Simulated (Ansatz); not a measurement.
# Geometry relaxation, with input and output: SiC (part 1 of 2)

System: SiC (8 atoms in the cell).
Method: DFT PBE, scalar-relativistic, plane waves, PAW, no spin polarisation (Ansatz 0.2.0).

The structure derives from a Materials Project entry.

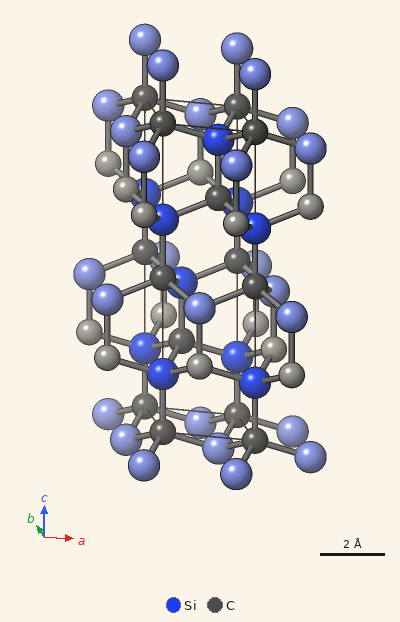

Fig. 1: The structure as given in the input (ball-and-stick view of the cell of the calculation, seen slightly off an axis; neighbours outside the cell are drawn fainter). Near neighbours in the crystal (not all of them lie inside the picture): Si has 4 C at 1.88 to 1.89 Å; C has 4 Si at 1.88 to 1.89 Å.

**The input**
```yaml
crystal:
  lattice:
    - [3.0756941497, 0.0, 0.0]
    - [-1.5378470748, 2.6636292679, 0.0]
    - [0.0, 0.0, 10.07064648]
  atoms:
    - { symbol: Si, position: [0.66666667, 0.33333333, 0.93784198] }
    - { symbol: Si, position: [0.33333333, 0.66666667, 0.43784198] }
    - { symbol: Si, position: [0.0, 0.0, 0.68789438] }
    - { symbol: Si, position: [0.0, 0.0, 0.18789438] }
    - { symbol: C, position: [0.66666667, 0.33333333, 0.74980259] }
    - { symbol: C, position: [0.33333333, 0.66666667, 0.24980259] }
    - { symbol: C, position: [0.0, 0.0, 0.50046005] }
    - { symbol: C, position: [0.0, 0.0, 0.00046005] }
basis:
  ecutwfc: 420
kpoints:
  mp_grid: { grid: [12, 12, 4] }
hamiltonian:
  xc: pbe
scf:
  occupations: { method: gaussian, width: 0.02 }
output:
  forces: true
  stress: true
  eigenvalues: true
relax:
  adjacent_minimum: "off"
  f_tol: 0.005
  max_steps: 80
  cell: { stress_tol: 0.05 }
```

Run on 4 threads of Arm Neoverse V1, 24 GiB of memory available, shared host.

Command:
```bash
ansatz run input.yaml --threads 4 --pin off --max-ram 9216MiB --backend cpu --events-out ev --progress --plain --runs-dir out
```

**The program's output**
```
Engine: ansatz 0.2.0, aarch64-unknown-linux-gnu
Pseudopotentials: kind: paw
Pseudopotential: Si, paw, valence charge 4, recommended cutoff 420 eV (normal), Si.paw.azcp
Pseudopotential: C, paw, valence charge 4, recommended cutoff 420 eV (normal), C.paw.azcp
Functional definition: PBE
  parameter kappa = 0.804
  parameter beta = 0.06672455060314922
  exchange = pbe_x(kappa = kappa, mu = beta*pi^2/3)
  correlation = pbe_c(beta = beta)
Crystal: 8 atoms, lattice volume = 82.504 Å³
Basis set: ecut = 420 eV, 1605 PW (Γ), exchange–correlation on 48×48×144 points (8 copies of the dense FFT grid, shifted against one another)
Bands: 24, of which v1, the nominal top of the filled ones, is band 16 counted from 1 (15 counted from 0)
Symmetry: 12 space group operations
Space group: P63mc (ITA 186), of the structure as read, at distance tolerance 4.4e-5 Å
k-points: 57 of 576 (time reversal used)
Non-local potential: Si, projectors of the file, l = 0: 2, l = 1: 2, l = 2: 2
Non-local potential: C, projectors of the file, l = 0: 2, l = 1: 2, l = 2: 1
PAW form: soft (Blöchl's): semilocal exchange-correlation on the pseudo side does not see the compensation charge
PAW one-centre angular grid: Si, 110 points (default); XC on 64 Gauss nodes
PAW one-centre angular grid: C, 110 points (default); XC on 64 Gauss nodes
Initial density: superposition of atomic densities (neutral atoms: chi_scale 0, normalization atom), corrected by the library's trained network
Initial wavefunctions: pseudopotential atomic-orbital guess
Functional: x = pbe(κ = 0.804, μ = 0.2195149727645171), c = pbe(β = 0.06672455060314922)
SCF iter   1: F=—  HF=-3548.628719 eV  |F-HF|=—  |Δ(HF+E_count)|=         —  Δρ=2.68e-3  dr2=6.38e-3  ethr=1.77e-3  ⟨swp⟩=6.4  Hψ=7622  notcnv=0  defer=2
preconditioner: auto → none  [insulator: Δε(μ)=2.199 eV  Ē_g=11.957 eV  σ=0.020 eV  W_gap=1.00  n_scr=6 (ndim 8)  ℏωp=23.1 eV  f_vac=0.000  D(μ)=0.00/eV (n_scr^D=0)  ε∞_Penn≈4.7]
SCF iter   2: F=—  HF=-3548.628400 eV  |F-HF|=—  |Δ(HF+E_count)|=   3.20e-4  Δρ=7.55e-4  dr2=2.35e-4  ethr=1.99e-5  ⟨swp⟩=2.3  Hψ=2845  notcnv=0  defer=163
SCF iter   3: F=—  HF=-3548.628613 eV  |F-HF|=—  |Δ(HF+E_count)|=   2.13e-4  Δρ=3.01e-4  dr2=3.19e-5  ethr=7.33e-7  ⟨swp⟩=2.4  Hψ=2160  notcnv=0  defer=163
SCF iter   4: F=—  HF=-3548.628584 eV  |F-HF|=—  |Δ(HF+E_count)|=   2.91e-5  Δρ=4.53e-5  dr2=2.89e-6  ethr=9.96e-8  ⟨swp⟩=2.0  Hψ=2060  notcnv=0  defer=163
SCF iter   5: F=—  HF=-3548.628584 eV  |F-HF|=—  |Δ(HF+E_count)|=   3.56e-7  Δρ=1.48e-5  dr2=2.08e-7  ethr=9.05e-9  ⟨swp⟩=2.0  Hψ=1826  notcnv=0  defer=163
SCF iter   6: F=-3548.628584 eV  HF=-3548.628584 eV  |F-HF|=1.19e-8  |Δ(HF+E_count)|=   1.45e-7  Δρ=4.00e-6  dr2=7.84e-9  ethr=3.13e-10  ⟨swp⟩=9.2  Hψ=6275  notcnv=0
SCF 1 converged in 6 iterations: F = -3548.628584 eV  dr2 = 7.84e-9
  greatest PAW one-centre occupation: 0.646 electrons in one spin orbital (limit 2), on the C atom at site 5 (counted from 0), in its partial waves of l = 0
relax step   1: F+E_penalty+E_count = -3548.62858447 eV  Δ(F+E_penalty+E_count) = +0.000e0 eV  max|allowed force component| = 6.177e-3 eV/Å  Δτ_max = 0.0000 Å  P = +3.921 GPa  Ω = 82.504 Å³  (6 SCF iters, dr2 threshold 1.00e-7 eV, accepted)
Crystal: 8 atoms, lattice volume = 83.284 Å³
Initial density: handed on by an earlier stage of this run
Initial wavefunctions: those handed on with the density
iter 1 solved again at ethr=1.83e-5 eV; its pass at ethr=3.10e-3 eV (dr2=5.87e-3 eV) is discarded
SCF iter   1: F=—  HF=-3548.642895 eV  |F-HF|=—  |Δ(HF+E_count)|=         —  Δρ=2.34e-3  dr2=5.64e-3  ethr=1.83e-5  ⟨swp⟩=2.9  Hψ=6720  notcnv=0
preconditioner: auto → none  [insulator: Δε(μ)=2.201 eV  Ē_g=11.887 eV  σ=0.020 eV  W_gap=1.00  n_scr=6 (ndim 8)  ℏωp=23.0 eV  f_vac=0.000  D(μ)=0.00/eV (n_scr^D=0)  ε∞_Penn≈4.7]
SCF iter   2: F=—  HF=-3548.641161 eV  |F-HF|=—  |Δ(HF+E_count)|=   1.73e-3  Δρ=4.00e-4  dr2=1.67e-4  ethr=1.76e-5  ⟨swp⟩=2.2  Hψ=2480  notcnv=0
SCF iter   3: F=—  HF=-3548.641030 eV  |F-HF|=—  |Δ(HF+E_count)|=   1.31e-4  Δρ=1.21e-4  dr2=9.82e-6  ethr=5.21e-7  ⟨swp⟩=2.5  Hψ=2319  notcnv=0
iter 4 did not close the SCF: its close was put off for the readings that it lacked (scf_convergence_deferred on its scf_iter line)
SCF iter   4: F=-3548.641031 eV  HF=-3548.641031 eV  |F-HF|=6.65e-8  |Δ(HF+E_count)|=   5.88e-7  Δρ=1.57e-5  dr2=2.28e-7  ethr=3.07e-8  ⟨swp⟩=2.1  Hψ=2290  notcnv=0
iter 5 did not close the SCF: its close was put off for the readings that it lacked (scf_convergence_deferred on its scf_iter line)
SCF iter   5: F=-3548.641031 eV  HF=-3548.641031 eV  |F-HF|=1.46e-8  |Δ(HF+E_count)|=   3.37e-8  Δρ=5.14e-6  dr2=3.46e-8  ethr=7.12e-10  ⟨swp⟩=2.4  Hψ=2114  notcnv=0
SCF iter   6: F=-3548.641031 eV  HF=-3548.641031 eV  |F-HF|=2.42e-9  |Δ(HF+E_count)|=   3.69e-9  Δρ=1.71e-6  dr2=4.40e-9  ethr=1.08e-10  ⟨swp⟩=2.0  Hψ=4147  notcnv=0
SCF 2 converged in 6 iterations: F = -3548.641031 eV  dr2 = 4.40e-9
  greatest PAW one-centre occupation: 0.645 electrons in one spin orbital (limit 2), on the C atom at site 5 (counted from 0), in its partial waves of l = 0
relax step   2: F+E_penalty+E_count = -3548.64103109 eV  Δ(F+E_penalty+E_count) = -1.245e-2 eV  max|allowed force component| = 5.823e-3 eV/Å  Δτ_max = 0.0002 Å  P = +1.779 GPa  Ω = 83.284 Å³  energy of the carried Pulay correction = -1.398e-3 eV  (6 SCF iters, dr2 threshold 8.00e-7 eV, accepted)
Crystal: 8 atoms, lattice volume = 83.945 Å³
Basis set: ecut = 420 eV, 1629 PW (Γ), exchange–correlation on 48×48×144 points (8 copies of the dense FFT grid, shifted against one another)
iter 1 solved again at ethr=1.29e-5 eV; its pass at ethr=3.10e-3 eV (dr2=4.13e-3 eV) is discarded
SCF iter   1: F=—  HF=-3548.644926 eV  |F-HF|=—  |Δ(HF+E_count)|=         —  Δρ=1.95e-3  dr2=3.96e-3  ethr=1.29e-5  ⟨swp⟩=2.8  Hψ=6628  notcnv=0
preconditioner: auto → none  [insulator: Δε(μ)=2.201 eV  Ē_g=11.832 eV  σ=0.020 eV  W_gap=1.00  n_scr=6 (ndim 8)  ℏωp=22.9 eV  f_vac=0.000  D(μ)=0.00/eV (n_scr^D=0)  ε∞_Penn≈4.8]
SCF iter   2: F=—  HF=-3548.643714 eV  |F-HF|=—  |Δ(HF+E_count)|=   1.21e-3  Δρ=3.33e-4  dr2=1.17e-4  ethr=1.24e-5  ⟨swp⟩=2.2  Hψ=2225  notcnv=0
SCF iter   3: F=—  HF=-3548.643581 eV  |F-HF|=—  |Δ(HF+E_count)|=   1.33e-4  Δρ=1.01e-4  dr2=6.96e-6  ethr=3.65e-7  ⟨swp⟩=2.6  Hψ=2329  notcnv=0
iter 4 did not close the SCF: its close was put off for the readings that it lacked (scf_convergence_deferred on its scf_iter line)
SCF iter   4: F=-3548.643582 eV  HF=-3548.643582 eV  |F-HF|=1.82e-8  |Δ(HF+E_count)|=   4.23e-7  Δρ=1.27e-5  dr2=1.28e-7  ethr=2.17e-8  ⟨swp⟩=2.1  Hψ=2290  notcnv=0
iter 5 did not close the SCF: its close was put off for the readings that it lacked (scf_convergence_deferred on its scf_iter line)
SCF iter   5: F=-3548.643582 eV  HF=-3548.643582 eV  |F-HF|=2.82e-9  |Δ(HF+E_count)|=   3.03e-8  Δρ=3.81e-6  dr2=1.39e-8  ethr=3.99e-10  ⟨swp⟩=2.2  Hψ=2134  notcnv=0
SCF iter   6: F=-3548.643582 eV  HF=-3548.643582 eV  |F-HF|=2.22e-9  |Δ(HF+E_count)|=   4.59e-9  Δρ=1.16e-6  dr2=3.06e-9  ethr=4.34e-11  ⟨swp⟩=2.1  Hψ=3942  notcnv=0
SCF 3 converged in 6 iterations: F = -3548.643582 eV  dr2 = 3.06e-9
  greatest PAW one-centre occupation: 0.644 electrons in one spin orbital (limit 2), on the C atom at site 5 (counted from 0), in its partial waves of l = 0
relax step   3: F+E_penalty+E_count = -3548.64358156 eV  Δ(F+E_penalty+E_count) = -2.550e-3 eV  max|allowed force component| = 2.563e-4 eV/Å  Δτ_max = 0.0002 Å  P = +0.040 GPa  Ω = 83.945 Å³  energy of the carried Pulay correction = -2.571e-3 eV  (6 SCF iters, dr2 threshold 8.00e-7 eV, accepted)
Crystal: 8 atoms, lattice volume = 83.960 Å³
iter 1 solved again at ethr=1.14e-8 eV; its pass at ethr=3.10e-3 eV (dr2=3.66e-6 eV) is discarded
SCF iter   1: F=—  HF=-3548.643667 eV  |F-HF|=—  |Δ(HF+E_count)|=         —  Δρ=7.78e-5  dr2=4.58e-6  ethr=1.14e-8  ⟨swp⟩=2.0  Hψ=7069  notcnv=0
preconditioner: auto → none  [insulator: Δε(μ)=2.225 eV  Ē_g=11.841 eV  σ=0.020 eV  W_gap=1.00  n_scr=6 (ndim 8)  ℏωp=22.9 eV  f_vac=0.000  D(μ)=0.00/eV (n_scr^D=0)  ε∞_Penn≈4.7]
SCF iter   2: F=—  HF=-3548.643557 eV  |F-HF|=—  |Δ(HF+E_count)|=   1.10e-4  Δρ=2.77e-5  dr2=3.83e-7  ethr=1.14e-8  ⟨swp⟩=2.1  Hψ=2134  notcnv=0
SCF iter   3: F=—  HF=-3548.643557 eV  |F-HF|=—  |Δ(HF+E_count)|=   6.01e-8  Δρ=7.10e-6  dr2=3.01e-8  ethr=1.20e-9  ⟨swp⟩=2.6  Hψ=2338  notcnv=0
iter 4 did not close the SCF: its close was put off for the readings that it lacked (scf_convergence_deferred on its scf_iter line)
SCF iter   4: F=-3548.643557 eV  HF=-3548.643557 eV  |F-HF|=2.25e-9  |Δ(HF+E_count)|=  9.25e-10  Δρ=2.45e-6  dr2=4.99e-9  ethr=9.40e-11  ⟨swp⟩=2.1  Hψ=1950  notcnv=0
iter 5 did not close the SCF: its close was put off for the readings that it lacked (scf_convergence_deferred on its scf_iter line)
SCF iter   5: F=-3548.643557 eV  HF=-3548.643557 eV  |F-HF|=1.39e-10  |Δ(HF+E_count)|=  8.32e-11  Δρ=7.80e-7  dr2=1.85e-10  ethr=1.56e-11  ⟨swp⟩=2.0  Hψ=1890  notcnv=0
SCF iter   6: F=-3548.643557 eV  HF=-3548.643557 eV  |F-HF|=3.64e-12  |Δ(HF+E_count)|=  1.66e-10  Δρ=1.00e-7  dr2=3.96e-12  ethr=1.00e-12  ⟨swp⟩=1.0  Hψ=3820  notcnv=0
SCF 4 converged in 6 iterations: F = -3548.643557 eV  dr2 = 3.96e-12
relax step   4: F+E_penalty+E_count = -3548.64355733 eV  Δ(F+E_penalty+E_count) = +2.423e-5 eV  max|allowed force component| = 3.371e-3 eV/Å  Δτ_max = 0.0002 Å  P = +0.000 GPa  Ω = 83.960 Å³  energy of the carried Pulay correction = -2.598e-3 eV  (6 SCF iters, dr2 threshold 1.66e-8 eV, accepted)
iter 1 solved again at ethr=1.52e-9 eV; its pass at ethr=3.10e-3 eV (dr2=4.85e-7 eV) is discarded
SCF iter   1: F=—  HF=-3548.643671 eV  |F-HF|=—  |Δ(HF+E_count)|=         —  Δρ=3.09e-5  dr2=6.29e-7  ethr=1.52e-9  ⟨swp⟩=2.5  Hψ=7468  notcnv=0
preconditioner: auto → none  [insulator: Δε(μ)=2.224 eV  Ē_g=11.841 eV  σ=0.020 eV  W_gap=1.00  n_scr=6 (ndim 8)  ℏωp=22.9 eV  f_vac=0.000  D(μ)=0.00/eV (n_scr^D=0)  ε∞_Penn≈4.7]
SCF iter   2: F=—  HF=-3548.643562 eV  |F-HF|=—  |Δ(HF+E_count)|=   1.09e-4  Δρ=1.33e-5  dr2=1.00e-7  ethr=1.52e-9  ⟨swp⟩=2.0  Hψ=2264  notcnv=0
SCF iter   3: F=—  HF=-3548.643562 eV  |F-HF|=—  |Δ(HF+E_count)|=   1.25e-8  Δρ=3.90e-6  dr2=2.52e-8  ethr=3.14e-10  ⟨swp⟩=2.4  Hψ=2148  notcnv=0
iter 4 did not close the SCF: its close was put off for the readings that it lacked (scf_convergence_deferred on its scf_iter line)
SCF iter   4: F=-3548.643562 eV  HF=-3548.643562 eV  |F-HF|=1.89e-10  |Δ(HF+E_count)|=   5.48e-9  Δρ=1.30e-6  dr2=5.19e-10  ethr=7.89e-11  ⟨swp⟩=2.0  Hψ=1887  notcnv=0
iter 5 did not close the SCF: its close was put off for the readings that it lacked (scf_convergence_deferred on its scf_iter line)
SCF iter   5: F=-3548.643562 eV  HF=-3548.643562 eV  |F-HF|=1.82e-11  |Δ(HF+E_count)|=  2.30e-10  Δρ=3.56e-7  dr2=3.91e-11  ethr=1.62e-12  ⟨swp⟩=2.6  Hψ=2334  notcnv=0
SCF iter   6: F=-3548.643562 eV  HF=-3548.643562 eV  |F-HF|=4.55e-13  |Δ(HF+E_count)|=  2.64e-11  Δρ=5.81e-8  dr2=1.71e-12  ethr=1.00e-12  ⟨swp⟩=1.0  Hψ=2964  notcnv=0
SCF 5 converged in 6 iterations: F = -3548.643562 eV  dr2 = 1.71e-12
relax step   5: F+E_penalty+E_count = -3548.64356210 eV  Δ(F+E_penalty+E_count) = -4.772e-6 eV  max|allowed force component| = 3.044e-4 eV/Å  Δτ_max = 0.0002 Å  P = -0.000 GPa  Ω = 83.960 Å³  energy of the carried Pulay correction = -2.598e-3 eV  (6 SCF iters, dr2 threshold 1.24e-8 eV, accepted)
Initial wavefunctions: pseudopotential atomic-orbital guess (no wavefunctions were taken with the density)
iter 1 solved again at ethr=7.65e-8 eV; its pass at ethr=3.10e-3 eV (dr2=2.45e-5 eV) is discarded
SCF iter   1: F=—  HF=-3548.646489 eV  |F-HF|=—  |Δ(HF+E_count)|=         —  Δρ=8.01e-5  dr2=8.52e-7  ethr=7.65e-8  ⟨swp⟩=3.0  Hψ=11533  notcnv=0
SCF iter   2: F=—  HF=-3548.646381 eV  |F-HF|=—  |Δ(HF+E_count)|=   1.08e-4  Δρ=3.96e-5  dr2=1.62e-7  ethr=2.66e-9  ⟨swp⟩=2.0  Hψ=2249  notcnv=0
SCF iter   3: F=—  HF=-3548.646381 eV  |F-HF|=—  |Δ(HF+E_count)|=   6.43e-7  Δρ=6.78e-6  dr2=5.60e-9  ethr=5.07e-10  ⟨swp⟩=2.1  Hψ=2281  notcnv=0
SCF iter   4: F=—  HF=-3548.646382 eV  |F-HF|=—  |Δ(HF+E_count)|=   1.99e-8  Δρ=6.07e-7  dr2=1.29e-10  ethr=1.75e-11  ⟨swp⟩=2.0  Hψ=2280  notcnv=0
iter 5 did not close the SCF: its close was put off for the readings that it lacked (scf_convergence_deferred on its scf_iter line)
SCF iter   5: F=-3548.646382 eV  HF=-3548.646382 eV  |F-HF|=4.91e-11  |Δ(HF+E_count)|=  9.37e-11  Δρ=1.69e-7  dr2=6.18e-11  ethr=1.00e-12  ⟨swp⟩=2.2  Hψ=1905  notcnv=0
SCF iter   6: F=-3548.646382 eV  HF=-3548.646382 eV  |F-HF|=1.36e-12  |Δ(HF+E_count)|=  1.27e-11  Δρ=3.92e-8  dr2=2.52e-12  ethr=1.00e-12  ⟨swp⟩=3.0  Hψ=4523  notcnv=0
SCF 6 converged in 6 iterations: F = -3548.646382 eV  dr2 = 2.52e-12
relax step   6: F+E_penalty+E_count = -3548.64638150 eV  Δ(F+E_penalty+E_count) = -2.819e-3 eV  max|allowed force component| = 2.848e-4 eV/Å  Δτ_max = 0.0000 Å  P = +0.056 GPa  Ω = 83.960 Å³  stress off target by 5.79e-2 GPa  SCF on the basis re-selected at this cell (its energy is not comparable with the rows above)  (6 SCF iters)
basis re-selected at this cell: Δ(F+E_penalty+E_count) = -2.819e-3 eV, ΔP = +0.056 GPa vs the last step (what re-selecting the basis moved, of the pressure what is left beyond the Pulay correction that the steps carried, after the strain that the cell walked since its last selection, with what the two solves' SCF thresholds leave and, on support functions, any second-order correction that the steps lacked; it is no measure of the basis error at this ecutwfc). This SCF's stress stands 5.79e-2 GPa from its target on what of the cell is left free (relax.cell.stress_tol is 5.00e-2 GPa) and its largest allowed force component is 2.85e-4 eV/Å (relax.f_tol is 5.00e-3 eV/Å): not within both, so this SCF does not close the relaxation
Crystal: 8 atoms, lattice volume = 83.982 Å³
iter 1 solved again at ethr=1.38e-8 eV; its pass at ethr=3.10e-3 eV (dr2=4.40e-6 eV) is discarded
SCF iter   1: F=—  HF=-3548.646456 eV  |F-HF|=—  |Δ(HF+E_count)|=         —  Δρ=6.38e-5  dr2=4.22e-6  ethr=1.38e-8  ⟨swp⟩=1.0  Hψ=6283  notcnv=0
preconditioner: auto → none  [insulator: Δε(μ)=2.223 eV  Ē_g=11.839 eV  σ=0.020 eV  W_gap=1.00  n_scr=6 (ndim 8)  ℏωp=22.9 eV  f_vac=0.000  D(μ)=0.00/eV (n_scr^D=0)  ε∞_Penn≈4.7]
SCF iter   2: F=—  HF=-3548.646346 eV  |F-HF|=—  |Δ(HF+E_count)|=   1.09e-4  Δρ=1.12e-5  dr2=1.26e-7  ethr=1.32e-8  ⟨swp⟩=2.0  Hψ=2088  notcnv=0
SCF iter   3: F=—  HF=-3548.646346 eV  |F-HF|=—  |Δ(HF+E_count)|=   2.45e-8  Δρ=3.55e-6  dr2=8.74e-9  ethr=3.93e-10  ⟨swp⟩=2.3  Hψ=2296  notcnv=0
iter 4 did not close the SCF: its close was put off for the readings that it lacked (scf_convergence_deferred on its scf_iter line)
SCF iter   4: F=-3548.646346 eV  HF=-3548.646346 eV  |F-HF|=1.52e-10  |Δ(HF+E_count)|=  1.34e-10  Δρ=5.11e-7  dr2=3.16e-10  ethr=2.73e-11  ⟨swp⟩=2.0  Hψ=2282  notcnv=0
iter 5 did not close the SCF: its close was put off for the readings that it lacked (scf_convergence_deferred on its scf_iter line)
SCF iter   5: F=-3548.646346 eV  HF=-3548.646346 eV  |F-HF|=2.23e-11  |Δ(HF+E_count)|=  4.09e-12  Δρ=1.91e-7  dr2=5.04e-11  ethr=1.00e-12  ⟨swp⟩=2.0  Hψ=1944  notcnv=0
SCF iter   6: F=-3548.646346 eV  HF=-3548.646346 eV  |F-HF|=9.09e-13  |Δ(HF+E_count)|=  3.18e-12  Δρ=5.87e-8  dr2=1.94e-12  ethr=1.00e-12  ⟨swp⟩=2.0  Hψ=3377  notcnv=0
SCF 7 converged in 6 iterations: F = -3548.646346 eV  dr2 = 1.94e-12
  greatest PAW one-centre occupation: 0.644 electrons in one spin orbital (limit 2), on the C atom at site 4 (counted from 0), in its partial waves of l = 0
```
